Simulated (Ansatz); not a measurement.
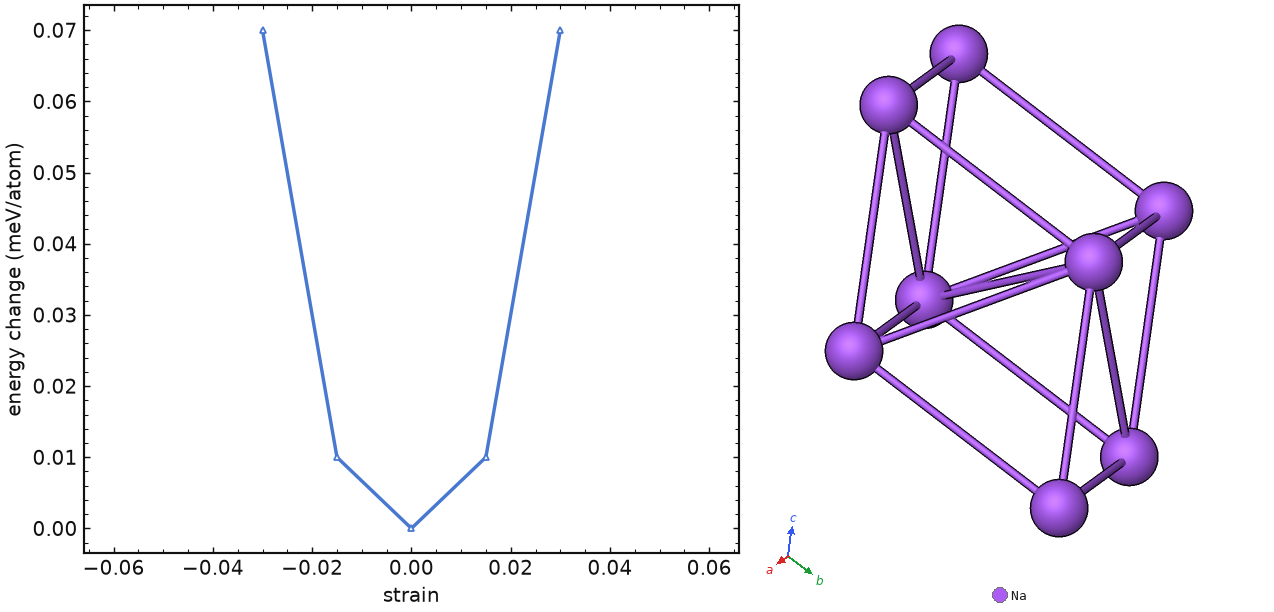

The figure shows the energy change against strain for Na, space group I4/mmm (No. 139). The cell is drawn beside the plot.

Structure:
```
CELL_PARAMETERS angstrom
-1.88829 1.88829 2.63728
1.88829 -1.88829 2.63728
1.88829 1.88829 -2.63728
ATOMIC_POSITIONS crystal
Na 0.00000 0.00000 0.00000
```

Calculation (Ansatz 0.2.0): homogeneous strain of a crystal along one Voigt pattern with engineering shear, fractional coordinates fixed, by plane-wave density functional theory with PAW datasets, free energies less that of the undisturbed cell; scalar-relativistic. Level: r2SCAN, no spin polarisation.

```tsv
setting	value
wave cutoff	500 eV
k mesh	18×18×18
occupations	Gaussian
smearing width	0.15 eV
k shift	(0, 0, 0) (mesh steps)
start	as given
strain pattern	(0, 0, 0, 0, 0, 1) (xx yy zz yz xz xy with engineering shear)
```

The points at strain −0.045, −0.015, 0.03 and 0.06 follow from computed ones by symmetry.

The points at strain −0.0600, −0.0450, 0.0450, 0.0525 and 0.0600 are left out of the plot. What values does the calculation give there?

```
 strain  energy change (meV/atom)
-0.0600                      0.35
-0.0450                      0.17
 0.0450                      0.17
 0.0525                      0.25
 0.0600                      0.35
```

Limits of the calculation: reference crystal is not relaxed.
